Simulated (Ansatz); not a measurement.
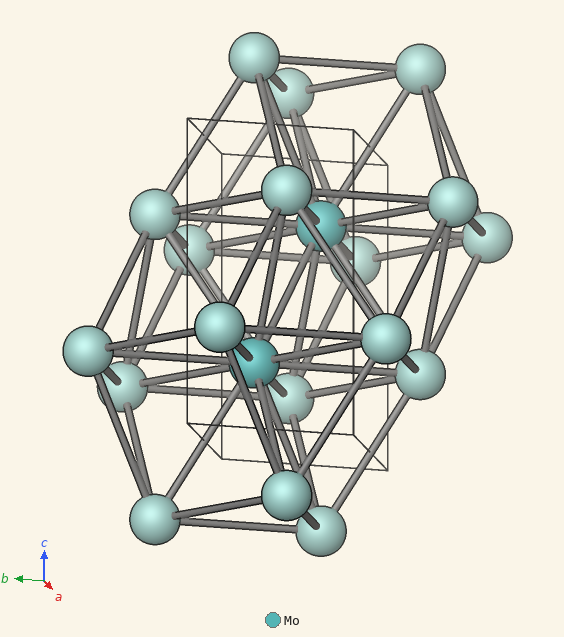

We look at a ball-and-stick model of the crystal from a general direction. The wireframe shows the conventional unit cell. Bonded neighbours in the next cells are drawn too, in fainter colours. Cell: a = 2.755 Å, b = 2.755 Å, c = 4.903 Å, α = 90.00°, β = 90.00°, γ = 120.00°.

What structure is drawn here?

- The element is molybdenum.
- The atoms follow space group P6_3/mmc (No. 194); the Bravais lattice is primitive hexagonal.
- Type of structure: hexagonal close-packed (Mg type).
- The cell holds two atoms.
- The neighbours of Mo are twelve Mo in a distorted anticuboctahedral arrangement at about 2.8 to 2.9 Å.
- The bonds build a three-dimensional framework.

Its origin is a structure listed in the Materials Project, with elements exchanged, so it need not be a known form of the compound. It is drawn as it came out of a relaxation with Ansatz 0.2.0, DFT PBE, scalar-relativistic, plane waves, PAW.
